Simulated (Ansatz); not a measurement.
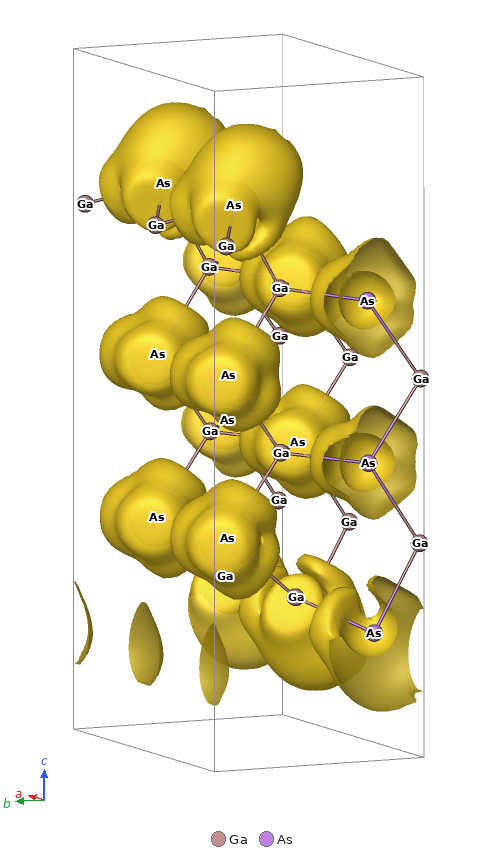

The picture shows: GaAs (slab). Isosurface of the electron localisation function at 0.6 (yellow), seen at an oblique angle. Core shells and regions of very low density are left out. Sticks mark near contacts.

Level of theory: Ansatz, DFT PBE, scalar-relativistic, plane waves, PAW.

```
CELL_PARAMETERS angstrom
4.06260 0.00000 0.00000
0.00000 5.74538 0.00000
0.00000 0.00000 25.15650
ATOMIC_POSITIONS crystal
Ga 0.50000 0.44476 0.31646
As 0.00000 0.23666 0.28837
Ga 0.00000 0.02026 0.37479
As 0.50000 0.76904 0.38010
Ga 0.50000 0.51552 0.46133
As 0.00000 0.26377 0.45794
Ga 0.00000 0.01552 0.53867
As 0.50000 0.76377 0.54206
Ga 0.50000 0.52026 0.62521
As 0.00000 0.26904 0.61990
Ga 0.00000 0.94475 0.68354
As 0.50000 0.73665 0.71163
```

Q: Describe the localisation domains.

A: At this value the surface marks out six regions on As in which the atom's valence shell and bonds are merged, counted in one cell of 12 atoms. Counts are for one cell; the picture repeats the cell along the surface.

Values along the shortest contacts:
Ga–As (2.46 Å): the ELF peaks at about 0.75 between the atoms, as expected for a shared electron pair. Ga–As (2.50 Å): the ELF peaks at about 0.70 in the valence shell of As, 1.2 Å from its nucleus, and is about 0.70 at the midpoint.

Q: Metal or insulator at this level of theory?

A: It is gapped, with a Kohn–Sham gap of 0.87 eV on the k-point mesh (the band edges may lie off the mesh, which would make the gap smaller).
